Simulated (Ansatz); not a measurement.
# Single-point calculation, with input and output: FeO (part 2 of 2)

Continued. System: FeO (4 atoms in the cell). Method: DFT PBE, scalar-relativistic, plane waves, PAW, spin-polarised (Ansatz 0.2.0); cutoff 420 eV, 14×14×7 k-mesh, Gaussian smearing of 0.05 eV, collinear spins. The structure derives from an entry of the Crystallography Open Database. It belongs to a series of runs on one base structure; here: antiferromagnetic, doubled cell, propagation vector (0, 1/2, 1/2).

Geometry of the input (Å; fractional positions):
```
1.5177  0.8762  2.5158
-1.5177  -0.8762  5.0316
0.0000  -3.5049  5.0316
Fe 0.0000  0.0000  0.0000
O  0.5000  0.5000  0.0000
Fe 0.0000  0.0000  0.5000
O  0.5000  0.5000  0.5000
```

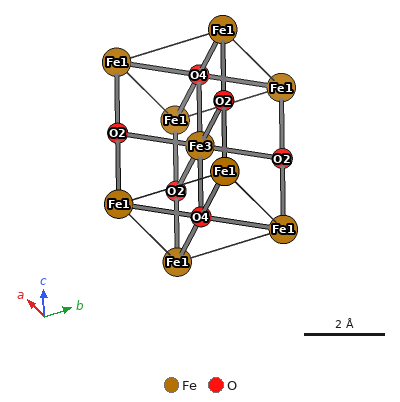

Fig. 1: The structure as given in the input (ball-and-stick view of the reduced cell, seen at an oblique angle; atoms are numbered from 1 in the order of the input). An atom can appear more than once, as a periodic image.

### Output, continued
```
SCF iter   1: F=—  HF=-10093.764701 eV  |F-HF|=—  |Δ(HF+E_count)|=         —  Δρ=5.23e-4 (↑5.23e-4 ↓5.23e-4)  dr2=1.04e-4  dr2_m=4.88e-5  M=0.000 μB ∫|m|=7.415 μB  β_m=0.65  ethr=1.98e-7  ⟨swp⟩=2.8  Hψ=57655  notcnv=0
preconditioner: auto → none  [metal: Δε(μ)=0.001 eV  Ē_g=12.032 eV  σ=0.050 eV  W_gap=0.01  n_scr=4 (ndim 8)  ℏωp=31.0 eV  f_vac=0.000  D(μ)=6.05/eV (n_scr^D=98)]
SCF iter   2: F=—  HF=-10093.764709 eV  |F-HF|=—  |Δ(HF+E_count)|=   7.39e-6  Δρ=3.03e-4 (↑3.03e-4 ↓3.03e-4)  dr2=3.44e-5  dr2_m=1.48e-5  M=0.000 μB ∫|m|=7.415 μB  β_m=0.47  ethr=1.98e-7  ⟨swp⟩=2.0  Hψ=21712  notcnv=0
SCF iter   3: F=—  HF=-10093.764708 eV  |F-HF|=—  |Δ(HF+E_count)|=   6.43e-7  Δρ=2.30e-4 (↑2.30e-4 ↓2.30e-4)  dr2=7.24e-6  dr2_m=1.21e-5  M=0.000 μB ∫|m|=7.415 μB  β_m=0.73  ethr=7.81e-8  ⟨swp⟩=2.0  Hψ=20783  notcnv=0
SCF iter   4: F=—  HF=-10093.764737 eV  |F-HF|=—  |Δ(HF+E_count)|=   2.94e-5  Δρ=2.27e-4 (↑2.27e-4 ↓2.27e-4)  dr2=3.12e-5  dr2_m=6.21e-6  M=0.000 μB ∫|m|=7.416 μB  β_m=0.66  ethr=1.65e-8  ⟨swp⟩=2.0  Hψ=21770  notcnv=0
SCF iter   5: F=—  HF=-10093.764752 eV  |F-HF|=—  |Δ(HF+E_count)|=   1.42e-5  Δρ=1.21e-4 (↑1.21e-4 ↓1.21e-4)  dr2=1.87e-6  dr2_m=3.45e-6  M=0.000 μB ∫|m|=7.416 μB  β_m=0.28  ethr=1.65e-8  ⟨swp⟩=2.0  Hψ=21757  notcnv=0
SCF iter   6: F=—  HF=-10093.764761 eV  |F-HF|=—  |Δ(HF+E_count)|=   8.93e-6  Δρ=8.56e-5 (↑8.56e-5 ↓8.56e-5)  dr2=8.66e-7  dr2_m=1.68e-6  M=0.000 μB ∫|m|=7.416 μB  β_m=0.72  ethr=4.24e-9  ⟨swp⟩=2.0  Hψ=21696  notcnv=0
SCF iter   7: F=—  HF=-10093.764771 eV  |F-HF|=—  |Δ(HF+E_count)|=   1.06e-5  Δρ=2.15e-5 (↑2.15e-5 ↓2.15e-5)  dr2=7.79e-8  dr2_m=9.29e-8  M=0.000 μB ∫|m|=7.417 μB  β_m=0.86  ethr=1.97e-9  ⟨swp⟩=3.0  Hψ=26519  notcnv=0
SCF iter   8: F=—  HF=-10093.764772 eV  |F-HF|=—  |Δ(HF+E_count)|=   5.01e-7  Δρ=7.53e-6 (↑7.53e-6 ↓7.53e-6)  dr2=7.68e-9  dr2_m=1.19e-8  M=0.000 μB ∫|m|=7.418 μB  β_m=0.93  ethr=1.77e-10  ⟨swp⟩=2.4  Hψ=21930  notcnv=0
SCF iter   9: F=-10093.764772 eV  HF=-10093.764772 eV  |F-HF|=2.91e-9  |Δ(HF+E_count)|=   3.98e-8  Δρ=3.91e-6 (↑3.91e-6 ↓3.91e-6)  dr2=6.59e-9  dr2_m=2.24e-9  M=0.000 μB ∫|m|=7.418 μB  ethr=1.75e-11  ⟨swp⟩=1.5  Hψ=36483  notcnv=0
SCF 2 converged in 9 iterations: F = -10093.764772 eV  dr2 = 6.59e-9
The result is that of the SCF that stage 1 started: 0.0041 eV lower in free energy than the state whose close was followed first; 17 iterations were spent on what was left
WARN: an SCF from ferromagnetic starting moments (-4.00, 0.00, -4.00, 0.00 Bohr magnetons, atom by atom) was not made, by what the run has read of turns of its moments that order reads lower: the deck asks for what bars it, or types moments that do (magnetization.spin_polarized, in the input reference, names some of the keys), or the run goes by scf.lower_state_search: light, the default, which as a rule tries one only behind a close that has lost an order of both signs, or on which an open d or half-filled 4f shell of a PAW file has lost a moment that was set nearer to Hund's than to what is left; or, under a Hubbard U, one that names an f shell that the input leaves bare beside given moments, or a larger moment for a shell of low spin that is given one. standard, with a start from the atoms, tries one behind each close (in a relaxation, ahead of its steps or at their end). To set out from that order, type those moments (crystal.atoms[].spin; where shells were raised to Hund's moment, beside crystal.symmetry.detect: false) under scf.lower_state_search: light. The bands of the close that named these starting moments, or of the one ahead of a search that led to it (under cold or Methfessel-Paxton smearing those of the Gaussian ahead of it) read a cost of -743.11 meV for the turn to them, carried on from a small turn (-743.11 by the pairs of d shells alone)
SCF converged after 9 iterations
Magnetization: 0.0000 μB (22.0000 up, 22.0000 down)
Absolute magnetization: 7.4177 μB (∫|ρ↑−ρ↓|, with the PAW one-centre terms)
Spin contamination: 3.8264 ħ² per cell (⟨S²⟩ above its minimum at these occupations)
Per-site moments (μB) at R_I (Å): [(3.344337017747289, 0.889839173947921), (-0.10064668540793607, 0.889839173947921), (-3.344337017747289, 0.889839173947921), (0.10064668540793607, 0.889839173947921)]
Free energy (F): -10093.764772 eV
Harris-Foulkes:  -10093.764772 eV  (|F-HF|=2.91e-9)
Internal energy: -10093.757019 eV  (E = F + TS)
E sigma→0 (E₀):  -10093.760895 eV
Entropy (-TS):   -0.007753 eV (-1.938 meV/atom)
Fermi energy:    14.696661 eV
--- Per-component energies (eV) ---
  E_band       = -531.247405
  E_kinetic    = 1031.028185
  E_local      = -5209.164598  (includes V_loc(G=0)·N_el)
  E_nonlocal   = 560.068478
  E_hartree    = 2126.524137
  E_xc         = -375.817514
  E_vxc        = -481.910060  (∫ρ·V_xc dr)
  E_paw        = -3059.496208  (= ΣΔE_a)
  E_vpaw       = -684.319690  (= ΣTr[D̂ρ^β])
  E_aug_tail   = 0.006659  (compensation charges beyond the density's cutoff)
  E_ewald      = -5166.906159
  E_smearing   = -0.007753  (= −TS)
  E_closure    = 0.000000  (closes the sum)
  Σ components = -10093.764772   (vs F -10093.764772, Δ=0.00e0)
--- Forces (eV/Å), atoms counted from 1 ---
  atom   1  Fe     0.00000000     0.00000000    -0.00000000
  atom   2  O      0.00000000     0.00000000    -0.00000000
  atom   3  Fe     0.00000000     0.00000000     0.00000000
  atom   4  O      0.00000000     0.00000000    -0.00000000
  max |Σ_I F_I| component: 3.94e-29 eV/Å
--- Stress (GPa, compression-positive) ---
        2.356614       1.804623      -1.286770
        1.804623       0.272815      -0.742917
       -1.286961      -0.743027       1.152117
  P = ⅓ Tr σ = 1.2605 GPa (12.605 kbar)
--- Band table (eV; the first three rows and the last of 800) ---
  k-point 0 ↑: bands = ["-75.1001", "-71.0644", "-41.4217", "-41.1939", "-40.8582", "-37.2903", "-37.2331", "-37.1119", "-5.9937", "-4.8130", "7.3709", "9.7214", "9.8169", "10.3278", "10.8684", "10.9606", "10.9713", "10.9769", "11.2529", "11.4378", "11.6237", "13.2846", "14.6456", "14.8767", "14.9703", "15.1925", "15.4015", "20.4981", "23.4878", "25.9021", "29.4733", "29.7377"]
  k-point 1 ↑: bands = ["-75.0997", "-71.0640", "-41.4211", "-41.1934", "-40.8638", "-37.2895", "-37.2325", "-37.1188", "-5.8581", "-4.7735", "7.4794", "8.8203", "9.2750", "9.8883", "10.2781", "10.5117", "10.8998", "11.0042", "11.7294", "11.8977", "12.2434", "13.6848", "14.6552", "14.9096", "15.4383", "15.6335", "15.9249", "21.0315", "23.5001", "25.0684", "28.3846", "29.2398"]
  k-point 2 ↑: bands = ["-75.0989", "-71.0630", "-41.4198", "-41.1924", "-40.8764", "-37.2879", "-37.2313", "-37.1345", "-5.5064", "-4.7154", "7.5785", "7.7987", "8.4387", "8.6030", "9.7061", "9.7965", "11.0665", "11.3974", "12.0260", "12.2429", "13.4219", "14.4424", "14.6842", "14.8991", "15.5833", "16.5598", "17.6496", "22.2829", "23.2906", "23.6095", "26.4145", "28.2994"]
  k-point 399 ↓: bands = ["-75.0983", "-71.0623", "-41.4475", "-41.1915", "-40.8567", "-37.3232", "-37.2306", "-37.1100", "-5.0107", "-4.8529", "6.8453", "7.4114", "8.2903", "8.3440", "8.8675", "9.4006", "11.5743", "11.7681", "11.9575", "12.3647", "14.1218", "14.5438", "14.8680", "15.0173", "15.8491", "17.2265", "20.3450", "20.4647", "24.2329", "24.4875", "24.5174", "24.9346"]
--- Löwdin populations: 4 sites ---
  site symbol       q [e]    m [muB]
     0     Fe     14.8946     3.5130
     1      O      6.9853    -0.1310
     2     Fe     14.8946    -3.5130
     3      O      6.9853     0.1310
  spilling = 0.005460 (of n_electrons = 44.000000)
```

### File populations.tsv
```
# site	symbol	l	j	q_up	q_dn
# orbitals = lowdin
# n_electrons = 44.000000
# spilling = 0.005460
0	Fe	0_3S	-	0.996124	0.996531
0	Fe	0_4S	-	0.253445	0.221161
0	Fe	1_3P	-	2.998945	2.998519
0	Fe	2_3D	-	4.955265	1.474564
1	O	0_2S	-	0.912668	0.928351
1	O	1_2P	-	2.514519	2.629789
2	Fe	0_3S	-	0.996531	0.996124
2	Fe	0_4S	-	0.221161	0.253445
2	Fe	1_3P	-	2.998519	2.998945
2	Fe	2_3D	-	1.474564	4.955265
3	O	0_2S	-	0.928351	0.912668
3	O	1_2P	-	2.629789	2.514519
```

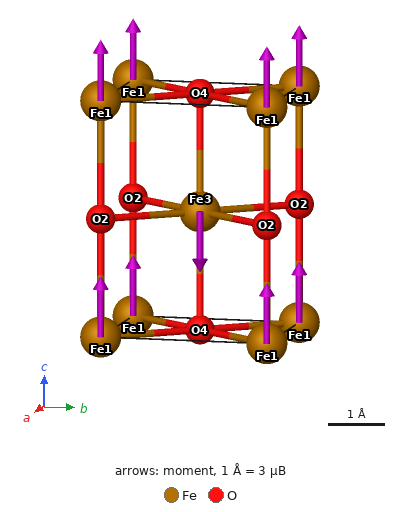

Fig. 2: Magnetic moments of the sites as pink arrows (ball-and-stick view of the reduced cell, seen slightly off an axis; atoms are numbered from 1 in the order of the input); small moments hardly show. The run is collinear, so the axis drawn is arbitrary. Site moments: Fe1 (3.34 μB); Fe3 (−3.34 μB); O2 (−0.10 μB); O4 (0.10 μB). They are counted near the atoms and needn't add up to the moment of the cell.

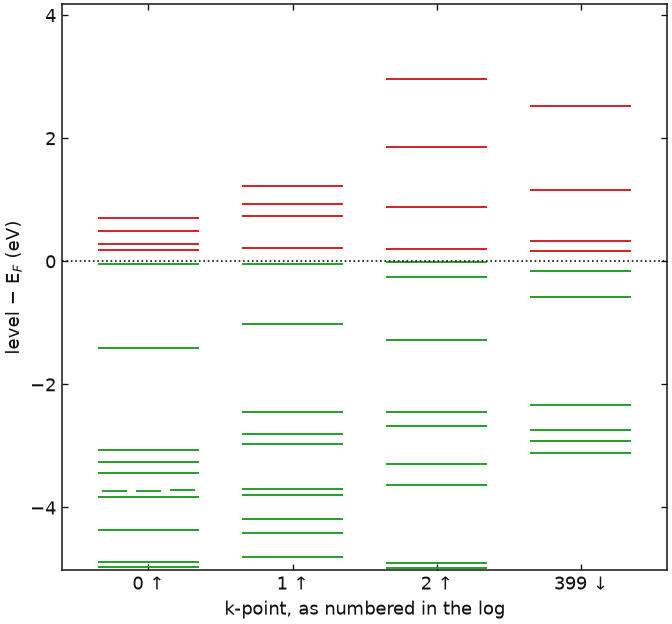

Fig. 3: Kohn–Sham levels near the Fermi level (dotted) at the few k-points that the log prints; levels within 0.02 eV of each other stand side by side. The system is metallic on the full mesh.

### Key numbers

```json
{"quantity": "outcome", "value": "converged"}
{"quantity": "space group (tolerance 0.01 Å)", "value": "R-3m (166)"}
{"quantity": "electrons treated", "value": "44"}
{"quantity": "free energy", "value": "−10093.7648 eV"}
{"quantity": "Fermi energy", "value": "14.697 eV"}
{"quantity": "gap on the k-point mesh", "value": "none (metallic)"}
{"quantity": "net moment of the cell", "value": "0.00 μB"}
{"quantity": "integrated absolute moment", "value": "7.42 μB"}
{"quantity": "pressure", "value": "1.26 GPa"}
{"quantity": "largest force (length of the vector)", "value": "under 0.001 eV/Å"}
{"quantity": "wall time", "value": "55 s (CPU time 3.5 min)"}
{"quantity": "peak memory", "value": "1.3 GiB"}
```

The electronic state found may not be the lowest one. The program warns: a screening estimate came out negative during mixing; another magnetic order may lie lower.
